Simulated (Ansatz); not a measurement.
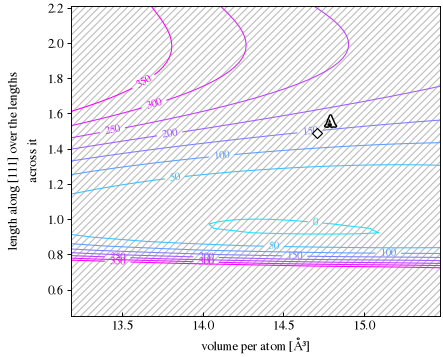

Zn (Im-3m, No. 229; 1 atom in the cell). 
- The energy is mapped over volume and the cell's shape.
- The first coordinate is: volume per atom; the second: length along [111] over the lengths across it, relative to the cubic cell.
- Nothing is relaxed (symmetry fixes all fractional coordinates).
- The grid has 7 × 9 points. At 6 points there is no value (left out of the scan, as a rule where atoms come close).
- Points are written as (first, second).
- All energies are given in meV/atom relative to the lowest grid point.
- Theory: DFT PBEsol, scalar-relativistic, plane waves, PAW in Ansatz 0.2.0. Settings: cutoff 520 eV, k-mesh 22×22×22, gaussian smearing 0.15 eV, no spin polarisation.

Drawn: contour lines labelled in meV/atom (none above 350), hatched blanks where no value was computed, the point A. Between grid points the surface is interpolated.

### Is A at rest? If not, where is it pushed?

A, at (14.710 Å³, 1.487), is not a stationary point. The computed force is 42 meV/atom for each Å³ towards larger values of volume per atom and 470 meV/atom for each unit towards smaller values of the second coordinate.
